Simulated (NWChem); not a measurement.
# C2H2Cl2 (cis-1,2-Dichloroethene) at 5 levels

Aim: a comparison of 5 runs (HF/STO-3G, HF/3-21G, B3LYP/6-31G*, M06-2X/6-311+G**) of C2H2Cl2 (cis-1,2-Dichloroethene). 

The calculation is run with NWChem 7.3.0.

## Step 1: Starting point

The species is C2H2Cl2 (6 atoms), meant as a singlet with charge 0. As SMILES, `Cl/C=C\Cl`. The coordinates come from a PBE0-D4/def2-TZVP relaxation.

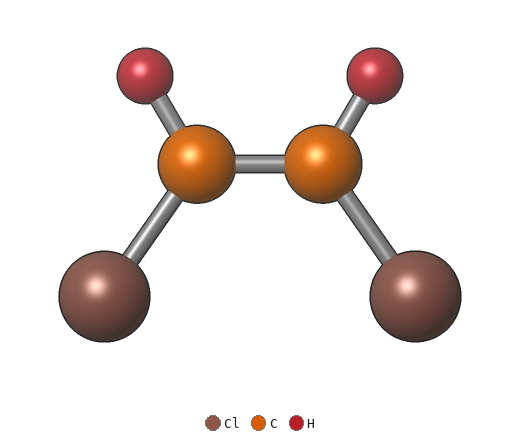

Viewed from a chosen angle; chlorine brown, carbon orange, hydrogen red.

## Step 2: Energy and forces at HF/STO-3G (run 1)

Input file a.nw:

```
START a
memory 2200 mb

GEOMETRY units angstroms noautosym nocenter noautoz
Cl     0.715370    -1.874620    -0.448160
C      0.641760    -0.223420    -0.028920
C     -0.475600     0.475660     0.100770
Cl    -2.046720    -0.146510    -0.127570
H      1.602850     0.246110     0.133560
H     -0.437660     1.522780     0.370320
END

BASIS spherical bse
Cl library STO-3G
C library STO-3G
H library STO-3G
END

SCF
singlet
rhf
thresh 1e-08
maxiter 80
END

TASK scf gradient
```

The run is started by

```bash
$ nwchem a.nw > a.out
```

The log of the run:

```text
[...]
  functions       =    30
[...]
  wavefunction    = RHF
[...]
         Total SCF energy =   -985.070693211801
      One-electron energy =  -1731.406248495592
      Two-electron energy =    560.219136767556
 Nuclear repulsion energy =    186.116418516235
        Time for solution =      1.5s
[...]
                         RHF ENERGY GRADIENTS
    atom               coordinates                        gradient
                 x          y          z           x          y          z
   1 Cl      1.351853  -3.542518  -0.846900   -0.002333   0.044872   0.011378
   2 C       1.212751  -0.422203  -0.054651    0.017850  -0.051253  -0.012333
   3 C      -0.898754   0.898867   0.190428   -0.055244  -0.005523  -0.003840
   4 Cl     -3.867740  -0.276864  -0.241072    0.042832   0.016613   0.006136
   5 H       3.028947   0.465080   0.252392   -0.002550  -0.001732  -0.000552
   6 H      -0.827057   2.877637   0.699803   -0.000555  -0.002977  -0.000789
[...]
```

Wall time 2.4 s (1 thread of Intel Xeon Platinum 8375C at 2.90GHz (Ice Lake), shared host); peak memory 0.099 GiB.

## Step 3: Energy and gradient at HF/3-21G (run 2)

Input file c2h2cl2.xyz:

```xyz
6
cis-1,2-Dichloroethene
Cl     0.715370    -1.874620    -0.448160
C      0.641760    -0.223420    -0.028920
C     -0.475600     0.475660     0.100770
Cl    -2.046720    -0.146510    -0.127570
H      1.602850     0.246110     0.133560
H     -0.437660     1.522780     0.370320
```

Input file c2h2cl2.nw:

```
START c2h2cl2
TITLE "cis-1,2-Dichloroethene"
memory stack 880 mb heap 220 mb global 1100 mb

GEOMETRY noautosym nocenter noautoz
  load format xyz c2h2cl2.xyz
END

BASIS spherical bse
  Cl library 3-21G
  C library 3-21G
  H library 3-21G
END

SCF
  singlet
  rhf
  thresh 1e-08
  maxiter 80
  print low
END

TASK scf gradient
```

The run is started by

```bash
$ nwchem c2h2cl2.nw > c2h2cl2.out
```

The log of the run:

```text
[...]
  functions       =    48
[...]
  wavefunction    = RHF
[...]
         Total SCF energy =   -991.010796607420
      One-electron energy =  -1737.982499263842
      Two-electron energy =    560.855284140187
 Nuclear repulsion energy =    186.116418516235
        Time for solution =      2.2s
[...]
                         RHF ENERGY GRADIENTS
    atom               coordinates                        gradient
                 x          y          z           x          y          z
   1 Cl      1.351853  -3.542518  -0.846900   -0.002330   0.045349   0.011500
   2 C       1.212751  -0.422203  -0.054651    0.014602  -0.064057  -0.015753
   3 C      -0.898754   0.898867   0.190428   -0.065839  -0.013731  -0.006406
   4 Cl     -3.867740  -0.276864  -0.241072    0.043277   0.016814   0.006207
   5 H       3.028947   0.465080   0.252392    0.010235   0.004627   0.001638
   6 H      -0.827057   2.877637   0.699803    0.000055   0.010999   0.002813
 Task  times  cpu:        2.7s     wall:        2.7s
 Total times  cpu:        2.7s     wall:        2.7s
```

It took 3.3 s on 1 thread of Intel Xeon Platinum 8375C at 2.90GHz (Ice Lake), shared host; peak memory 0.099 GiB.

Runs 3 to 4 aren't shown in full; the table further down has their settings and results.

## Step 4: Energy and gradient at M06-2X/6-311+G(d,p) (run 5)

Input file run.py:

```python
from ase import Atoms
from ase.calculators.nwchem import NWChem

mol = Atoms(['Cl', 'C', 'C', 'Cl', 'H', 'H'], positions=[
    [0.715370, -1.874620, -0.448160],
    [0.641760, -0.223420, -0.028920],
    [-0.475600, 0.475660, 0.100770],
    [-2.046720, -0.146510, -0.127570],
    [1.602850, 0.246110, 0.133560],
    [-0.437660, 1.522780, 0.370320],
])

calc = NWChem(
    label='mymol',
    theory='dft',
    memory='2200 mb',
    basis='6-311+G**',
    basispar='spherical bse',
    dft={'xc': 'm06-2x', 'mult': '1', 'grid': 'fine', 'convergence': 'energy 1e-08', 'iterations': '100', 'mulliken': None},
)
mol.calc = calc

forces = mol.get_forces()
e = mol.get_potential_energy()
print(f"E = {e:.6f} eV")
print("forces (eV/A):")
for s, f in zip(mol.symbols, forces):
    print(f"{s:2s} {f[0]:10.5f} {f[1]:10.5f} {f[2]:10.5f}")
print("dipole (e A):", mol.get_dipole_moment().round(4))
```

The run is started by

```bash
$ export ASE_NWCHEM_COMMAND="nwchem PREFIX.nwi > PREFIX.nwo"
$ python run.py
```

The log of the run:

```text
E = -27150.513376 eV
forces (eV/A):
Cl    0.00977   -0.41163   -0.10490
C     0.07343    0.39400    0.10418
C     0.33687    0.22924    0.07333
Cl   -0.38803   -0.16275   -0.05872
H    -0.02612   -0.01805   -0.00586
H    -0.00591   -0.03075   -0.00802
dipole (e A): [0.2188 0.3321 0.0946]
```

The calculator wrote mymol.nwi:

```
title "mymol"

permanent_dir mymol

scratch_dir mymol

start mymol

geometry units angstrom nocenter noautosym noautoz
  Cl 7.1536999999999995e-01 -1.8746200000000000e+00 -4.4816000000000000e-01
  C  6.4176000000000000e-01 -2.2342000000000001e-01 -2.8920000000000001e-02
  C  -4.7560000000000002e-01 4.7566000000000003e-01 1.0077000000000000e-01
  Cl -2.0467200000000001e+00 -1.4651000000000000e-01 -1.2756999999999999e-01
  H  1.6028500000000001e+00 2.4611000000000000e-01 1.3356000000000001e-01
  H  -4.3765999999999999e-01 1.5227800000000000e+00 3.7031999999999998e-01
end

memory 2200 mb

basis spherical bse noprint
   * library 6-311+G**
end

dft
  xc m06-2x
  mult 1
  grid fine
  convergence energy 1e-08
  iterations 100
  mulliken
end

task dft gradient
```

mymol.nwo:

```text
Northwest Computational Chemistry Package (NWChem) 7.3.0
             --------------------------------------------------------

           Job information
           ---------------

    nwchem branch   = 7.3.0
    use scalapack   = T
    input           = mymol.nwi
    prefix          = mymol.
    data base       = mymol/mymol.db
    status          = startup
    nproc           =        1

           Memory information
           ------------------

[... 5 lines left out ...]
    hardfail = no
[... 100 lines left out ...]
  convergence criterion.
[... 40 lines left out ...]
          Spatial weights used:  Erf1
[... 32 lines left out ...]
 1-e energy   =   -1742.176886
[... 43 lines left out ...]
           Coulomb energy =      628.298521897355
[... 896 lines left out ...]
          Convergence on density requested:  1.00D-05
[... 26 lines left out ...]
          total energy or number of iterations.
[... 37 lines left out ...]
                 ----------------------------------------
                 |  Time  |  1-e(secs)   |  2-e(secs)   |
                 ----------------------------------------
                 |  CPU   |       0.01   |       4.63   |
                 ----------------------------------------
                 |  WALL  |       0.01   |       4.63   |
                 ----------------------------------------

 Task  times  cpu:       44.0s     wall:       44.0s
 Total times  cpu:       44.0s     wall:       44.0s
```

Run time: 46 s. Hardware: 1 thread of Intel Xeon Platinum 8375C at 2.90GHz (Ice Lake), shared host; peak memory 0.13 GiB.

## Step 5: All runs side by side

```
run                               level  Cartesian functions  iteration cap  energy (Eh)  largest force (eV/Å)  wall time
  1                           HF/STO-3G                   no             80  -985.070693                 2.862      2.4 s
  2                            HF/3-21G                   no             80  -991.010797                 3.474      3.3 s
  3  B3LYP/6-31G* (Cartesian functions)                  yes            100  -997.777654                 0.768       29 s
  4  B3LYP/6-31G* (spherical functions)                   no            100  -997.769274                 0.750       28 s
  5                    M06-2X/6-311+G**                   no            100  -997.762971                 0.425       46 s
```

## Step 6: What came out

| quantity | value |
| --- | --- |
| run 5: total energy | -997.76297 Eh |
| run 5: dipole moment | 1.96 D |
| run 5: HOMO energy | -8.64 eV |
| run 5: LUMO energy | 0.32 eV |
| run 5: HOMO–LUMO gap | 8.95 eV |
| run 5: largest force on an atom | 0.425 eV/Å |

What this shows: Totals of different functionals can't be ranked against each other. In run 1 the basis is minimal, so the values are rough. All runs together took 1.8 min, the longest 46 s.
